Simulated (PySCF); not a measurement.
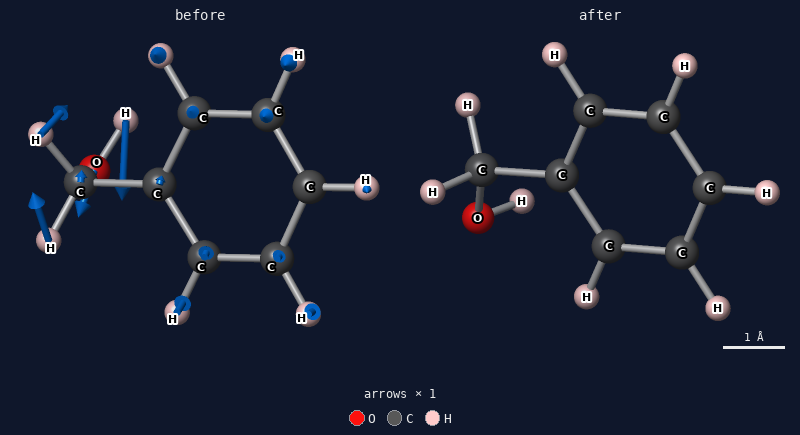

The structure of C$_{7}$H$_{8}$O before (left) and after (right) a relaxation, at one scale. The blue arrows give the displacements, at their true length.

The picture is a ball-and-stick view, seen at a tilt.

The start comes from GFN2-xTB. Its atoms were then displaced at random by about 0.01 Å.

Method: PBE0-D3(BJ)/def2-SVP geometry optimisation, gas phase in PySCF 2.14.0, density-fitted response routines. 

Q: Summarise the run.

A: The atom that moves furthest after the best rigid fit is an H atom (1.35 Å). By element the largest moves are H 1.35 Å, O 0.84 Å, C 0.34 Å. Some distances before and after: C–C 1.348 → 1.393 Å, C–H 1.051 → 1.093 Å, C–C 1.371 → 1.395 Å, C–C 1.419 → 1.398 Å. Bond angles that change, for instance: O–C–C 110.9° → 113.8°, C–C–C 116.1° → 118.9°, C–C–H 116.2° → 118.7°. Groups turn about C–C by about 60°. The energy falls by 5.76 kcal/mol in 21 geometry steps.
